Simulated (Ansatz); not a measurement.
The Ansatz input:

```yaml
crystal:
  lattice:
    - [0.0222, 2.22, 2.22]
    - [2.22, 0.0222, 2.22]
    - [2.2422, 2.2422, 0.0]
  atoms:
    - { symbol: Hf, position: [0.0, 0.0, 0.0] }
hamiltonian:
  xc: pbesol
  pseudopotentials: { kind: paw }
kpoints:
  mp_grid: { grid: [9, 9, 9] }
  band_path:
    path:
      - [[0.0, 0.0, 0.0], [0.3725125, -0.3725125, 0.0], [0.250025, -0.495, -0.244975], [0.0, -0.5, -0.5], [0.25, -0.25, -0.5], [0.5, 0.0, 0.0], [0.6274875, 0.3725125, 0.0], [0.5, 0.5, 0.0], [0.0, 0.0, 0.0], [-0.3775125, -0.3775125, -0.755025], [0.0, 0.0, -0.5], [0.25, -0.25, -0.5]]
      - [[-0.250025, -0.505, -0.755025], [-0.3775125, -0.3775125, -0.755025]]
      - [[0.3775125, 0.3775125, -0.244975], [0.5, 0.5, 0.0]]
    npoints: 14
scf:
  occupations: { method: fermi_dirac, width: 0.05 }
  n_extra_bands: 6
output:
  forces: true
  stress: true
  eigenvalues: true
  fatbands: false
```

System: Hf, space group Immm, 1 atom in the primitive cell.

Ansatz 0.2.0; PBEsol, Ansatz PAW, no spin polarisation, no spin-orbit coupling, 9×9×9 k mesh, 420 eV cutoff, Fermi-Dirac smearing of 0.05 eV.

What does the calculation give for the electronic structure? The path is Γ–X–L–T–W–R–X1–Z–Γ–Y–S–W|L1–Y|Y1–Z.

A metal: 2 bands cross the Fermi level along this path. Bands cross the Fermi level on Γ–X, X–L, L–T, T–W, W–R, R–X1, Z–Γ, Γ–Y, Y–S, S–W and L1–Y, and not on X1–Z and Y1–Z. At Z the nearest levels lie 2.26 eV below and 2.62 eV above the Fermi level.

Spin-orbit coupling is left out, which matters for Hf. The PAW data sets were made with another functional. The k mesh is thin for a metal, so its Fermi level is uncertain. The cell is under a strain of +2 % (shear). In reduced coordinates of the cell that was run, X is (0.373, −0.373, 0), L is (0.25, −0.495, −0.245), T is (0, −0.5, −0.5), W is (0.25, −0.25, −0.5), R is (0.5, 0, 0), X1 is (0.627, 0.373, 0), Z is (0.5, 0.5, 0), Y is (−0.378, −0.378, −0.755), S is (0, 0, −0.5), L1 is (−0.25, −0.505, −0.755) and Y1 is (0.378, 0.378, −0.245).

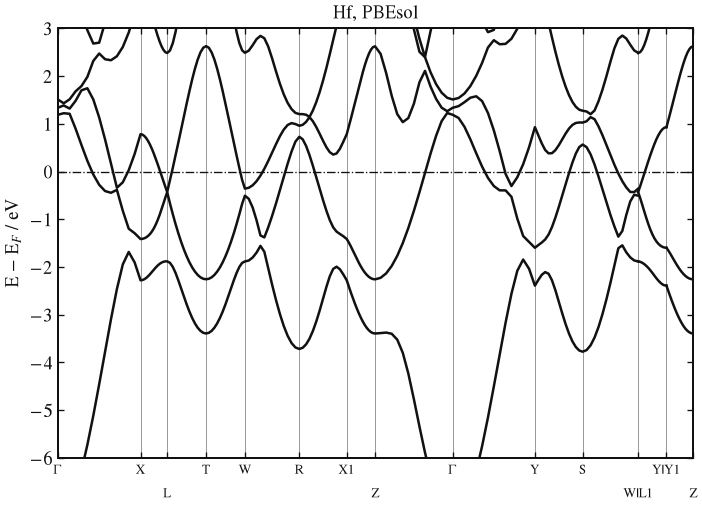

Band structure. Energies are counted from the Fermi level.
